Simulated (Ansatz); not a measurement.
**Al2ZnO4: density, localisation and related maps**

The calculation's input:

```
crystal:
  lattice:
    - [0.0, 4.0858841891, 4.0858841891]
    - [4.0858841891, 0.0, 4.0858841891]
    - [4.0858841891, 4.0858841891, 0.0]
  atoms:
    - { symbol: Al, position: [0.125, 0.125, 0.125] }
    - { symbol: Al, position: [0.625, 0.125, 0.125] }
    - { symbol: Al, position: [0.125, 0.125, 0.625] }
    - { symbol: Al, position: [0.125, 0.625, 0.125] }
    - { symbol: Zn, position: [0.75, 0.75, 0.75] }
    - { symbol: Zn, position: [0.5, 0.5, 0.5] }
    - { symbol: O, position: [0.889298221, 0.889298221, 0.889298221] }
    - { symbol: O, position: [0.917894663, 0.360701779, 0.360701779] }
    - { symbol: O, position: [0.889298221, 0.889298221, 0.332105337] }
    - { symbol: O, position: [0.360701779, 0.917894663, 0.360701779] }
    - { symbol: O, position: [0.332105337, 0.889298221, 0.889298221] }
    - { symbol: O, position: [0.360701779, 0.360701779, 0.360701779] }
    - { symbol: O, position: [0.889298221, 0.332105337, 0.889298221] }
    - { symbol: O, position: [0.360701779, 0.360701779, 0.917894663] }
kpoints:
  mp_grid: { grid: [6, 6, 6] }
hamiltonian:
  xc: r2scan
scf:
  occupations: { method: fermi_dirac, width: 0.02 }
relax:
  f_tol: 0.005
  cell: {}
output:
  write_density: true
  write_potential: true
  elf: true
  volumetric_format: npy
```

Command:

```sh
ansatz run input.yaml --threads 8 --pin off --max-ram 20275MiB --backend cpu --events-out ev --progress --plain --runs-dir out
```

Below, planes, directions and counts refer to the conventional cell (a = 8.08 Å, b = 8.08 Å, c = 8.08 Å, α = 90.00°, β = 90.00°, γ = 90.00°).

The fields are those of the run's last geometry, not of the input's.

Space group Fd-3m; started from the measured structure prototype, which need not be the ambient phase.

Computed with Ansatz, DFT, r2SCAN, plane waves, PAW.

Core electrons are frozen (PAW), and the valence fields are smoothed inside the atomic spheres.

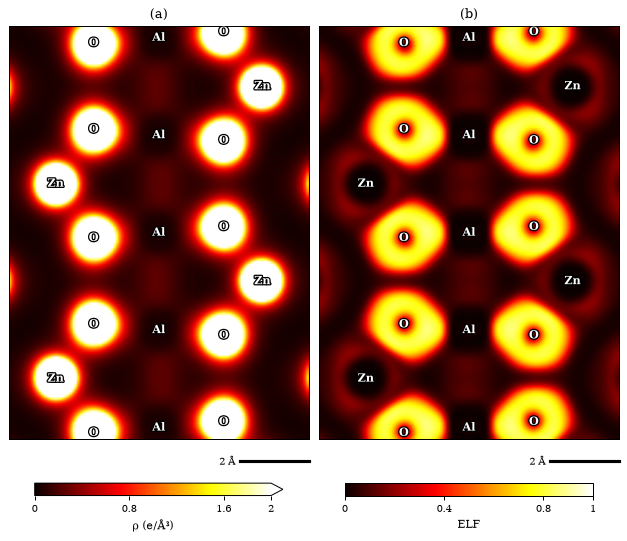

Figure 1. (a) valence electron density; (b) electron localisation function on the (011) plane of the conventional cell.

**Interpret the plot.**

Atoms in the plane: Al, Zn and O. Al–O (1.91 Å): ρ is about 0.59 e/Å³ halfway; the ELF peaks at about 0.85 in the valence shell of O, 0.7 Å from its nucleus, and is about 0.80 at the midpoint. Zn–O (1.95 Å): ρ at the midpoint is about 0.62 e/Å³; the ELF peaks at about 0.85 in the valence shell of O, 0.6 Å from its nucleus, and is about 0.25 at the midpoint (no localised pair shows between them). Between the atoms the lowest density in this plane is 0.04 e/Å³.

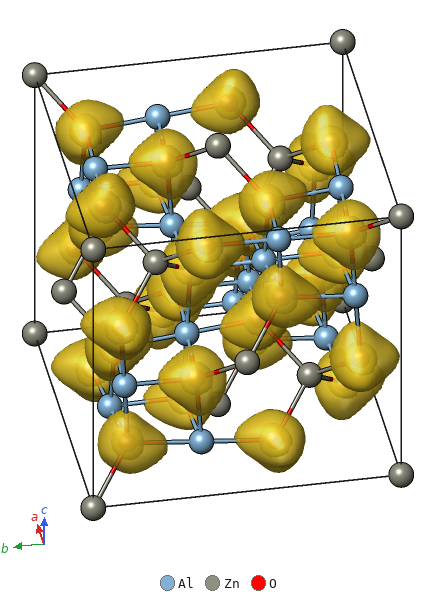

Figure 2. Isosurface of the ELF at 0.75 (yellow), seen at an oblique angle. Core shells and regions of very low density are left out. Sticks mark near contacts.

**Describe the localisation domains.**

At this value the surface marks out 32 regions on O in which the atom's valence shell and bonds are merged, counted in one cell of 56 atoms. Any copies at cell faces, edges or corners count once.

**Metal or insulator at this level of theory?**

It is gapped, with a Kohn–Sham gap of 4.8 eV on the k-point mesh (the band edges may lie off the mesh, which would make the gap smaller).
